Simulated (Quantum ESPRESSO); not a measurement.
## Ga2O3: band-structure run

System: Ga2O3 (C2/m, 10 atoms in the cell).
Method: Kohn-Sham DFT of a periodic cell, PBE, GBRV 1.5 PBE, no spin polarisation (Quantum ESPRESSO 7.5).

The structure derives from an entry of the Crystallography Open Database.

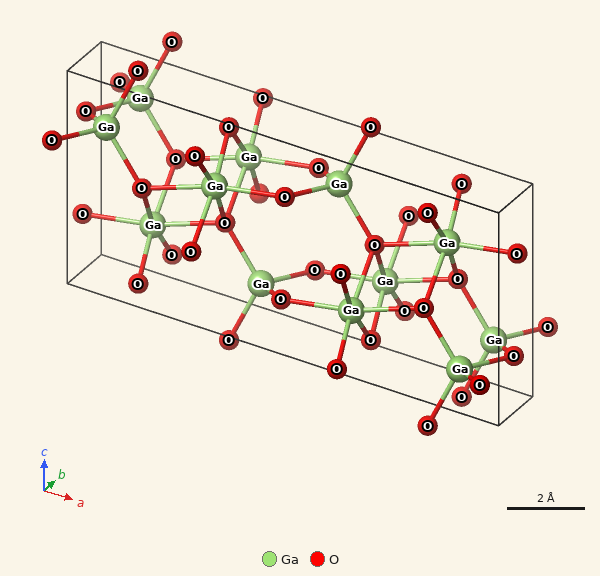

*The input geometry (ball-and-stick view of the cell 2 times as large as that of the calculation, set on its symmetry axes, seen slightly off an axis; bonded neighbours outside the cell are drawn too).*

Near neighbours in the crystal (not all of them lie inside the picture): Ga has 6 O at 1.94 to 2.07 Å; Ga has 4 O at 1.83 to 1.86 Å; O has 3 Ga at 1.83 to 1.94 Å; O has 4 Ga at 1.86 to 2.07 Å.

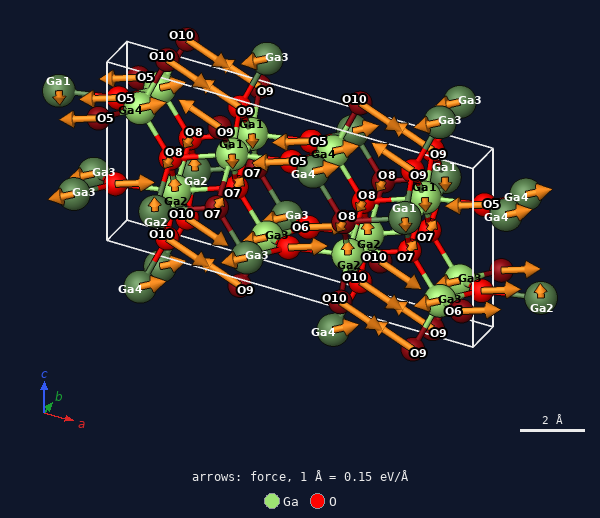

*Forces on the atoms as orange arrows (ball-and-stick view of the cell 2 times as large as that of the calculation, set on its symmetry axes, seen slightly off an axis; neighbours outside the cell are drawn fainter; atoms are numbered from 1 in the order of the input).*

The largest act on O9, O10 (0.24 eV/Å); O5, O6 (0.20 eV/Å); Ga3, Ga4 (0.14 eV/Å); Ga1, Ga2 (0.07 eV/Å). The geometry is not a stationary point of this energy.

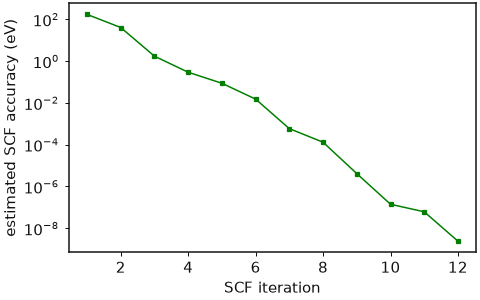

*Convergence of the self-consistent field: estimated SCF accuracy against the iteration.*

The field takes 12 iterations in all.

These pictures come from the run below.

**The input**
```
&CONTROL
  calculation = 'scf'
  prefix = 'pwscf'
  outdir = './tmp'
  pseudo_dir = './pseudo'
  tprnfor = .true.
  tstress = .true.
  disk_io = 'low'
/
&SYSTEM
  ibrav = 0
  nat = 10
  ntyp = 2
  ecutwfc = 45
  ecutrho = 360
  nbnd = 72
  occupations = 'smearing'
  smearing = 'fd'
  degauss = 0.00367493
/
&ELECTRONS
  conv_thr = 2d-09
  electron_maxstep = 120
  mixing_beta = 0.5
/
ATOMIC_SPECIES
Ga    69.7230 ga_pbe_v1.4.uspp.F.UPF
O     15.9990 o_pbe_v1.2.uspp.F.UPF
CELL_PARAMETERS angstrom
   6.1070000000   -1.5185500000    0.0000000000
   6.1070000000    1.5185500000    0.0000000000
  -1.3859888959    0.0000000000    5.6300087380
ATOMIC_POSITIONS angstrom
Ga     3.2183660972    0.0000000000    3.8620733941
Ga     7.6096450069    0.0000000000    1.7679353439
Ga    10.8239508808    0.0000000000    1.1564037948
Ga     0.0040602233    0.0000000000    4.4736049432
O      5.1267332548    0.0000000000    4.1853484958
O      5.7012778493    0.0000000000    1.4446602422
O      9.4919138503    0.0000000000    2.4591878168
O      1.3360972538    0.0000000000    3.1708209212
O      8.9709896849    0.0000000000    5.0118337786
O      1.8570214192    0.0000000000    0.6181749594
K_POINTS automatic
9 9 5 0 0 0
```

**File bands.in**
```
&CONTROL
  calculation = 'bands'
  prefix = 'pwscf'
  outdir = './tmp'
  pseudo_dir = './pseudo'
  disk_io = 'low'
  verbosity = 'high'
/
&SYSTEM
  ibrav = 0
  nat = 10
  ntyp = 2
  ecutwfc = 45
  ecutrho = 360
  nbnd = 72
  occupations = 'smearing'
  smearing = 'fd'
  degauss = 0.00367493
/
&ELECTRONS
  conv_thr = 1d-08
  electron_maxstep = 120
  mixing_beta = 0.5
  diago_full_acc = .true.
/
ATOMIC_SPECIES
Ga    69.7230 ga_pbe_v1.4.uspp.F.UPF
O     15.9990 o_pbe_v1.2.uspp.F.UPF
CELL_PARAMETERS angstrom
   6.1070000000   -1.5185500000    0.0000000000
   6.1070000000    1.5185500000    0.0000000000
  -1.3859888959    0.0000000000    5.6300087380
ATOMIC_POSITIONS angstrom
Ga     3.2183660972    0.0000000000    3.8620733941
Ga     7.6096450069    0.0000000000    1.7679353439
Ga    10.8239508808    0.0000000000    1.1564037948
Ga     0.0040602233    0.0000000000    4.4736049432
O      5.1267332548    0.0000000000    4.1853484958
O      5.7012778493    0.0000000000    1.4446602422
O      9.4919138503    0.0000000000    2.4591878168
O      1.3360972538    0.0000000000    3.1708209212
O      8.9709896849    0.0000000000    5.0118337786
O      1.8570214192    0.0000000000    0.6181749594
K_POINTS crystal
60
 0.0000000000  0.5000000000  0.0000000000 1
 0.0000000000  0.4444444444  0.0000000000 1
 0.0000000000  0.3888888889  0.0000000000 1
 0.0000000000  0.3333333333  0.0000000000 1
 0.0000000000  0.2777777778  0.0000000000 1
 0.0000000000  0.2222222222  0.0000000000 1
 0.0000000000  0.1666666667  0.0000000000 1
 0.0000000000  0.1111111111  0.0000000000 1
 0.0000000000  0.0555555556  0.0000000000 1
 0.0000000000  0.0000000000  0.0000000000 1
 0.0000000000  0.0000000000 -0.1250000000 1
 0.0000000000  0.0000000000 -0.2500000000 1
 0.0000000000  0.0000000000 -0.3750000000 1
 0.0000000000  0.0000000000 -0.5000000000 1
 0.0000000000  0.5000000000 -0.5000000000 1
 0.0000000000  0.4545454545 -0.4545454545 1
 0.0000000000  0.4090909091 -0.4090909091 1
 0.0000000000  0.3636363636 -0.3636363636 1
 0.0000000000  0.3181818182 -0.3181818182 1
 0.0000000000  0.2727272727 -0.2727272727 1
 0.0000000000  0.2272727273 -0.2272727273 1
 0.0000000000  0.1818181818 -0.1818181818 1
 0.0000000000  0.1363636364 -0.1363636364 1
 0.0000000000  0.0909090909 -0.0909090909 1
 0.0000000000  0.0454545455 -0.0454545455 1
 0.0000000000  0.0000000000  0.0000000000 1
-0.0833333333 -0.0833333333  0.0833333333 1
-0.1666666667 -0.1666666667  0.1666666667 1
-0.2500000000 -0.2500000000  0.2500000000 1
-0.3333333333 -0.3333333333  0.3333333333 1
-0.4166666667 -0.4166666667  0.4166666667 1
-0.5000000000 -0.5000000000  0.5000000000 1
-0.5000000000  0.0000000000  0.5000000000 1
-0.4545454545  0.0000000000  0.4545454545 1
-0.4090909091  0.0000000000  0.4090909091 1
-0.3636363636  0.0000000000  0.3636363636 1
-0.3181818182  0.0000000000  0.3181818182 1
-0.2727272727  0.0000000000  0.2727272727 1
-0.2272727273  0.0000000000  0.2272727273 1
-0.1818181818  0.0000000000  0.1818181818 1
-0.1363636364  0.0000000000  0.1363636364 1
-0.0909090909  0.0000000000  0.0909090909 1
-0.0454545455  0.0000000000  0.0454545455 1
 0.0000000000  0.0000000000  0.0000000000 1
-0.1000000000 -0.1000000000  0.0000000000 1
-0.2000000000 -0.2000000000  0.0000000000 1
-0.3000000000 -0.3000000000  0.0000000000 1
-0.4000000000 -0.4000000000  0.0000000000 1
-0.5000000000 -0.5000000000  0.0000000000 1
-0.5000000000  0.0000000000  0.0000000000 1
-0.4500000000  0.0000000000  0.0000000000 1
-0.4000000000  0.0000000000  0.0000000000 1
-0.3500000000  0.0000000000  0.0000000000 1
-0.3000000000  0.0000000000  0.0000000000 1
-0.2500000000  0.0000000000  0.0000000000 1
-0.2000000000  0.0000000000  0.0000000000 1
-0.1500000000  0.0000000000  0.0000000000 1
-0.1000000000  0.0000000000  0.0000000000 1
-0.0500000000  0.0000000000  0.0000000000 1
 0.0000000000  0.0000000000  0.0000000000 1
```

Launched with:
```bash
OMP_NUM_THREADS=1 mpirun -n 2 pw.x -nk 2 -in pw.in > pw.out
OMP_NUM_THREADS=1 mpirun -n 2 pw.x -nk 2 -in bands.in > bands.out
```

**The program's output**
```
This program is part of the open-source Quantum ESPRESSO suite
     for quantum simulation of materials; please cite
         "P. Giannozzi et al., J. Phys.:Condens. Matter 21 395502 (2009);
         "P. Giannozzi et al., J. Phys.:Condens. Matter 29 465901 (2017);
         "P. Giannozzi et al., J. Chem. Phys. 152 154105 (2020);
          URL
     in publications or presentations arising from this work. More details at

     Message from routine setup:
     using ibrav=0 with symmetry is DISCOURAGED, use correct ibrav instead

     K-points division:     npool     =       2
     Subspace diagonalization in iterative solution of the eigenvalue problem:
     a serial algorithm will be used

     G-vector sticks info
     --------------------
     sticks:   dense  smooth     PW     G-vecs:    dense   smooth      PW
     Sum        1897     953    315                81303    28777    5439

     Using Slab Decomposition

     bravais-lattice index     =            0
     lattice parameter (alat)  =      11.8920  a.u.
     unit-cell volume          =     704.6812 (a.u.)^3
     number of atoms/cell      =           10
     number of atomic types    =            2
     number of electrons       =       112.00
     number of Kohn-Sham states=           72
     kinetic-energy cutoff     =      45.0000  Ry
     charge density cutoff     =     360.0000  Ry
     scf convergence threshold =      2.0E-09
     mixing beta               =       0.5000
     number of iterations used =            8  plain     mixing
     Exchange-correlation= SLA  PW   PBE  PBE
                           (   1   4   3   4   0   0   0)

     celldm(1)=  11.891986  celldm(2)=   0.000000  celldm(3)=   0.000000
     celldm(4)=   0.000000  celldm(5)=   0.000000  celldm(6)=   0.000000

     crystal axes: (cart. coord. in units of alat)
               a(1) = (   0.970448  -0.241309   0.000000 )
               a(2) = (   0.970448   0.241309   0.000000 )
               a(3) = (  -0.220244   0.000000   0.894651 )

     reciprocal axes: (cart. coord. in units 2 pi/alat)
               b(1) = (  0.515226 -2.072032  0.126838 )
               b(2) = (  0.515226  2.072032  0.126838 )
               b(3) = ( -0.000000  0.000000  1.117755 )

     PseudoPot. # 1 for Ga read from file:
     ga_pbe_v1.4.uspp.F.UPF
     Pseudo is Ultrasoft + core correction, Zval = 19.0
     Generated by new atomic code, or converted to UPF format
     Using radial grid of  871 points,  6 beta functions with:
                l(1) =   0
                l(2) =   0
                l(3) =   1
                l(4) =   1
                l(5) =   2
                l(6) =   2
     Q(r) pseudized with  8 coefficients,  rinner =    1.250   1.250   1.250
                                                       1.250   1.250

     PseudoPot. # 2 for O  read from file:
     o_pbe_v1.2.uspp.F.UPF
     Pseudo is Ultrasoft + core correction, Zval =  6.0
     Generated by new atomic code, or converted to UPF format
     Using radial grid of  737 points,  5 beta functions with:
                l(1) =   0
                l(2) =   0
                l(3) =   1
                l(4) =   1
                l(5) =   2
     Q(r) pseudized with  8 coefficients,  rinner =    0.900   0.900   0.900
                                                       0.900   0.900

     atomic species   valence    mass     pseudopotential
     Ga               19.00    69.72300     Ga( 1.00)
     O                 6.00    15.99900     O ( 1.00)

      4 Sym. Ops., with inversion, found

   Cartesian axes

     site n.     atom                  positions (alat units)
         1        Ga     tau(   1) = (   0.5114226   0.0000000   0.6137126  )
         2        Ga     tau(   2) = (   1.2092299   0.0000000   0.2809382  )
         3        Ga     tau(   3) = (   1.7200074   0.0000000   0.1837613  )
         4        Ga     tau(   4) = (   0.0006452   0.0000000   0.7108895  )
         5        O      tau(   5) = (   0.8146765   0.0000000   0.6650834  )
         6        O      tau(   6) = (   0.9059760   0.0000000   0.2295674  )
         7        O      tau(   7) = (   1.5083366   0.0000000   0.3907835  )
         8        O      tau(   8) = (   0.2123159   0.0000000   0.5038673  )
         9        O      tau(   9) = (   1.4255579   0.0000000   0.7964182  )
        10        O      tau(  10) = (   0.2950947   0.0000000   0.0982327  )

     number of k points=   115  Fermi-Dirac smearing, width (Ry)=  0.0037

     Number of k-points >= 100: set verbosity='high' to print them.

     Dense  grid:    81303 G-vectors     FFT dimensions: (  72,  72,  72)

     Smooth grid:    28777 G-vectors     FFT dimensions: (  54,  54,  48)

     Check: negative core charge=   -0.000002

     Initial potential from superposition of free atoms

     starting charge     108.0000, renormalised to     112.0000
     Starting wfcs are   72 randomized atomic wfcs

     Self-consistent Calculation

     iteration #  1     ecut=    45.00 Ry     beta= 0.50
     Davidson diagonalization with overlap
     ethr =  1.00E-02,  avg # of iterations =  5.3

     total energy              =   -1850.39993206 Ry
     estimated scf accuracy    <      12.59466261 Ry

     iteration #  2     ecut=    45.00 Ry     beta= 0.50
     Davidson diagonalization with overlap
     ethr =  1.00E-02,  avg # of iterations =  2.0

     total energy              =   -1855.17257025 Ry
     estimated scf accuracy    <       2.92130223 Ry

     iteration #  3     ecut=    45.00 Ry     beta= 0.50
     Davidson diagonalization with overlap
     ethr =  2.61E-03,  avg # of iterations =  2.0

     total energy              =   -1855.60955166 Ry
     estimated scf accuracy    <       0.12631199 Ry

     iteration #  4     ecut=    45.00 Ry     beta= 0.50
     Davidson diagonalization with overlap
     ethr =  1.13E-04,  avg # of iterations =  3.9

     total energy              =   -1855.61571737 Ry
     estimated scf accuracy    <       0.02127685 Ry

     iteration #  5     ecut=    45.00 Ry     beta= 0.50
     Davidson diagonalization with overlap
     ethr =  1.90E-05,  avg # of iterations =  4.9

     total energy              =   -1855.61961273 Ry
     estimated scf accuracy    <       0.00629628 Ry

     iteration #  6     ecut=    45.00 Ry     beta= 0.50
     Davidson diagonalization with overlap
     ethr =  5.62E-06,  avg # of iterations =  2.8

     total energy              =   -1855.61984363 Ry
     estimated scf accuracy    <       0.00109859 Ry

     iteration #  7     ecut=    45.00 Ry     beta= 0.50
     Davidson diagonalization with overlap
     ethr =  9.81E-07,  avg # of iterations =  4.0

     total energy              =   -1855.62021880 Ry
     estimated scf accuracy    <       0.00004260 Ry

     iteration #  8     ecut=    45.00 Ry     beta= 0.50
     Davidson diagonalization with overlap
     ethr =  3.80E-08,  avg # of iterations =  3.6

     total energy              =   -1855.62022488 Ry
     estimated scf accuracy    <       0.00000923 Ry

     iteration #  9     ecut=    45.00 Ry     beta= 0.50
     Davidson diagonalization with overlap
     ethr =  8.25E-09,  avg # of iterations =  2.1

     total energy              =   -1855.62022643 Ry
     estimated scf accuracy    <       0.00000030 Ry

     iteration # 10     ecut=    45.00 Ry     beta= 0.50
     Davidson diagonalization with overlap
     ethr =  2.70E-10,  avg # of iterations =  2.1

     total energy              =   -1855.62022649 Ry
     estimated scf accuracy    <       0.00000001 Ry

     iteration # 11     ecut=    45.00 Ry     beta= 0.50
     Davidson diagonalization with overlap
     ethr =  1.31E-11,  avg # of iterations =  2.7

     total energy              =   -1855.62022649 Ry
     estimated scf accuracy    <          4.5E-09 Ry

     iteration # 12     ecut=    45.00 Ry     beta= 0.50
     Davidson diagonalization with overlap
     ethr =  4.02E-12,  avg # of iterations =  2.4

     End of self-consistent calculation

     Number of k-points >= 100: set verbosity='high' to print the bands.

     the Fermi energy is    10.5778 ev

!    total energy              =   -1855.62022649 Ry
     estimated scf accuracy    <          1.8E-10 Ry
     smearing contrib. (-TS)   =      -0.00000000 Ry
     internal energy E=F+TS    =   -1855.62022649 Ry

     The total energy is F=E-TS. E is the sum of the following terms:
     one-electron contribution =   -1414.49411395 Ry
     hartree contribution      =     770.10190422 Ry
     xc contribution           =    -239.08744911 Ry
     ewald contribution        =    -972.14056765 Ry

     convergence has been achieved in  12 iterations

     Forces acting on atoms (cartesian axes, Ry/au):

     atom    1 type  1   force =     0.00085746   -0.00000000   -0.00271943
     atom    2 type  1   force =    -0.00085746   -0.00000000    0.00271943
     atom    3 type  1   force =    -0.00469368   -0.00000000   -0.00253557
     atom    4 type  1   force =     0.00469368    0.00000000    0.00253557
     atom    5 type  2   force =    -0.00729906    0.00000000   -0.00246791
     atom    6 type  2   force =     0.00729906    0.00000000    0.00246791
     atom    7 type  2   force =     0.00074680    0.00000000    0.00237829
     atom    8 type  2   force =    -0.00074680    0.00000000   -0.00237829
     atom    9 type  2   force =    -0.00899001   -0.00000000    0.00300630
     atom   10 type  2   force =     0.00899001    0.00000000   -0.00300630

     Total force =     0.019597     Total SCF correction =     0.000017

     Computing stress (Cartesian axis) and pressure

          total   stress  (Ry/bohr**3)                   (kbar)     P=       96.08
   0.00063537  -0.00000000   0.00001166           93.47       -0.00        1.71
  -0.00000000   0.00070626  -0.00000000           -0.00      103.90       -0.00
   0.00001166  -0.00000000   0.00061770            1.71       -0.00       90.87

=------------------------------------------------------------------------------=
   JOB DONE.
=------------------------------------------------------------------------------=
```

**Results in brief**

```tsv
quantity	value
outcome	converged
space group (tolerance 0.01 Å)	C2/m (12)
electrons treated	112
free energy	−25246.9994 eV
Fermi energy	10.578 eV
gap on the k-point mesh	2.47 eV
gap on the band path	2.47 eV
pressure	9.61 GPa
largest force (length of the vector)	0.244 eV/Å
hardware	2 threads of Arm Neoverse V2, 24 GiB of memory available, shared host
wall time	14 min (CPU time 27 min)
peak memory	0.86 GiB
```

**Remarks**

The cell is under a pressure of 9.6 GPa at this level, so it is not at its equilibrium volume.
